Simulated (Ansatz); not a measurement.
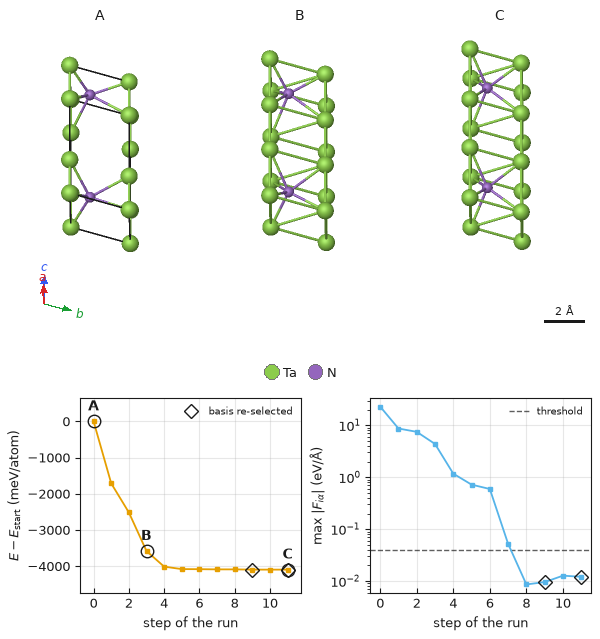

Frames of a relaxation of solid Ta₃N₂ (a generated structure, set up in P-6m2) (coarse preliminary run), marked on the history of the run. The picture is a ball-and-stick view of the cell of the calculation, seen from a free direction.

The calculation used DFT PBE, scalar-relativistic, plane waves, PAW (Ansatz 0.2.0). (plane-wave cutoff 420 eV; k-point mesh 6 × 6 × 4; occupations gaussian; smearing width 0.1 eV; no spin polarisation; cell and atoms relaxed; force threshold 0.04 eV/Å; at most 70 steps)

Question: What happens along the run?

Answer: The largest moves relative to the cell, 0.65 Å, are those of Ta atoms. By element the largest moves are Ta 0.65 Å, N 0.56 Å. The drawn cell changes as follows: a = b 3.403 → 2.940 Å (−13.6 %), c 7.399 → 8.615 Å (+16.4 %); the volume changes by −13.0 %. Some distances before and after: N–N 1.472 → 2.842 Å, Ta–Ta 1.934 → 2.905 Å, Ta–Ta 3.531 → 2.804 Å, Ta–Ta 3.403 → 2.940 Å. New bonds form: Ta–Ta (3.53 → 2.80 Å). Bond angles that change, for instance: Ta–N–Ta 108.4° → 83.2°, N–Ta–N 95.4° → 81.4°, Ta–N–Ta 95.4° → 81.4°. The space group stays P-6m2 (No. 187). Over 9 accepted moves (11 points after the start) the energy falls by 4093 meV per atom. Largest force component: 23 eV/Å at the start, 0.012 eV/Å at the end. Pressure: 78.08 GPa at the start and −0.09 GPa at the end. The SCF was repeated twice at an unchanged geometry on a basis and grid sized afresh for the cell, which shifted the energy by 6.6 meV per atom at most. From step 0 to 3: Ta atoms move most (0.59 Å), volume −6.8 %, energy −3579 meV per atom. From step 3 to 11: N atoms move most (0.21 Å), volume −6.7 %, energy −513 meV per atom.

```tsv
step	E − E(0), meV/atom	largest force component, eV/Å	pressure, GPa	volume, Å³/atom	note
0	0.00	22.9244	78.08	14.838	
1	-1711.90	8.6860	21.96	15.533	
2	-2513.34	7.4971	10.72	14.698	
3	-3579.19	4.3757	-1.90	13.829	
4	-4009.81	1.1730	-2.67	13.174	
5	-4077.99	0.7209	1.11	12.831	
6	-4080.34	0.5940	-1.09	12.916	
7	-4085.64	0.0522	0.05	12.882	
8	-4085.70	0.0086	-0.02	12.881	
9	-4092.31	0.0096	0.34	12.881	same geometry, new basis
10	-4092.49	0.0127	-0.09	12.901	
11	-4092.51	0.0121	-0.09	12.901	same geometry, new basis
```
